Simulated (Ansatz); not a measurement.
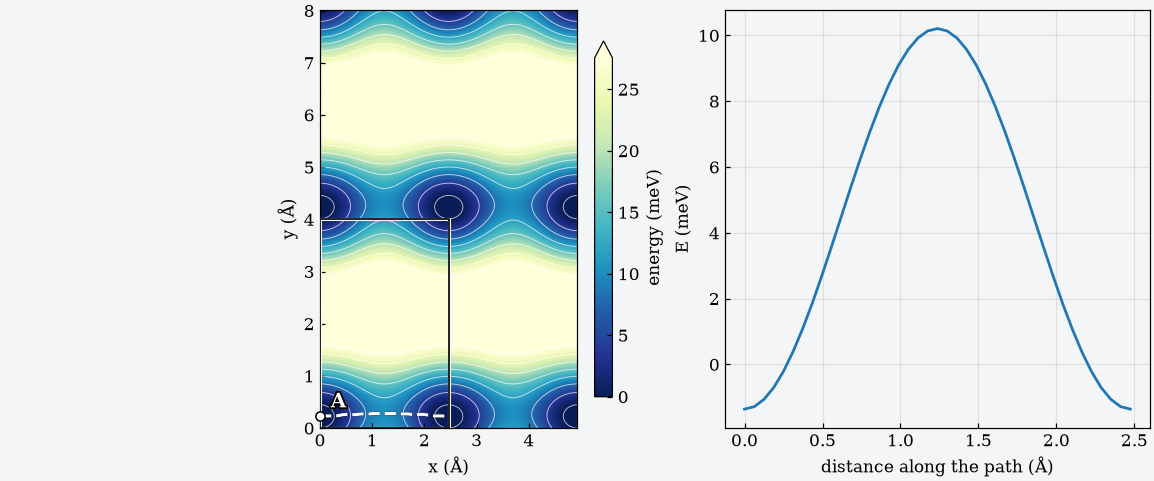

H on a C(011) slab cut from the Fmmm phase, its upper half relaxed before the scan (12 atoms of substrate and one adsorbate in a 2 × 1 cell). H is moved over the surface cell at a fixed height above a rigid substrate; the origin of the map has the adsorbate above C11; the height is held at 3.10 Å. Places are given modulo a cell vector. The map is drawn in real space over the plane of the surface. Grid: 6 × 6 points; 24 points were computed and 12 follow by symmetry. Places are given in fractions of the 1 × 1 surface cell. Energies are in meV, from the lowest grid point. At a fixed height the lowest place need not be the adsorption site. These are results of DFT PBE+D3(BJ), scalar-relativistic, plane waves, PAW (Ansatz 0.2.0), not measurements. Settings: cutoff 420 eV, k-mesh 6×7×1, gaussian smearing 0.05 eV, spin-polarised.

In the figure: a smooth colour map with a few white contour lines, a line along the lowest path, the outline of one cell of the 2 × 2 shown, one colour for all values above the top of the scale, the energy along the path at the right, the start A. Between grid points the surface is interpolated.

Describe the path and its barrier.

Answer. The easiest path leads from the well at about (0.00, 0.06) of the cell vectors to its copy one period on. Its highest point lies about 12 meV above the bottom of the first well on the interpolated surface, at about (0.50, 0.07) of the cell vectors. This is the barrier on the constrained surface; relaxing the other coordinates would change it.

PAW datasets: the set soft_1.
